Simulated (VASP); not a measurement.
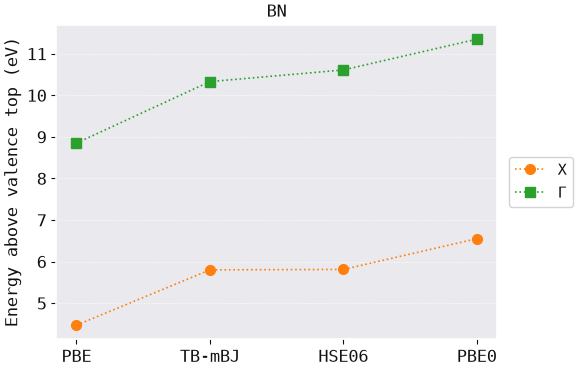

Lowest conduction level at each named k point, counted from the valence-band top at Γ, by several methods on one cell of zincblende BN, space group F-43m (No. 216), 2 atoms in the primitive cell; cubic a = 3.606 Å. All runs are without spin-orbit coupling and carry no moments.

Question: Does PBE0 shift these levels rigidly from PBE?

Answer: The shifts are +2.08 eV at X and +2.50 eV at Γ, and at points that aren't plotted +2.48 eV (L): over the named points that both runs hold, a spread of 0.42 eV on a mean of 2.35 eV, so one shift describes them only roughly.

Question: How do the methods rank at X?

Answer: From low to high: PBE 4.47, TB-mBJ 5.80, HSE06 5.81, PBE0 6.55 eV. Too close to rank are TB-mBJ against HSE06 (different meshes).

Question: Do the methods agree on which of these conduction levels is lowest?

Answer: Yes: all put it at X.

| method | program | X (eV) | Γ (eV) |
| --- | --- | --- | --- |
| PBE | VASP | 4.47 | 8.85 |
| TB-mBJ | VASP | 5.80 | 10.33 |
| HSE06 | VASP | 5.81 | 10.61 |
| PBE0 | VASP | 6.55 | 11.35 |

Settings. PBE: PBE with D3(BJ) dispersion, VASP PAW PBE potentials, release 64 (B, N), 14×14×14 k mesh, 600 eV cutoff, Gaussian smearing of 0.03 eV (VASP). TB-mBJ: VASP PAW PBE potentials, release 64 (B, N), 14×14×14 k mesh, 520 eV cutoff, Gaussian smearing of 0.03 eV (VASP 6.6.1). HSE06: VASP PAW PBE potentials, release 64 (B, N), 8×8×8 k mesh, 520 eV cutoff, Gaussian smearing of 0.03 eV (VASP 6.6.1). PBE0: VASP PAW PBE potentials, release 64 (B, N), 8×8×8 k mesh, 520 eV cutoff, Gaussian smearing of 0.03 eV (VASP).

These are four of the 8 methods that were run on this cell. TB-mBJ, HSE06 and PBE0: the PAW data sets were made with another functional. The usual form of BN is layered hexagonal. The cell was derived from a database entry in an earlier step, so it needn't be the measured one. LDA, GGA and most meta-GGA functionals understate gaps. The usual form of BN is layered hexagonal. TB-mBJ: this is a model potential built to give gaps, with no total energy.
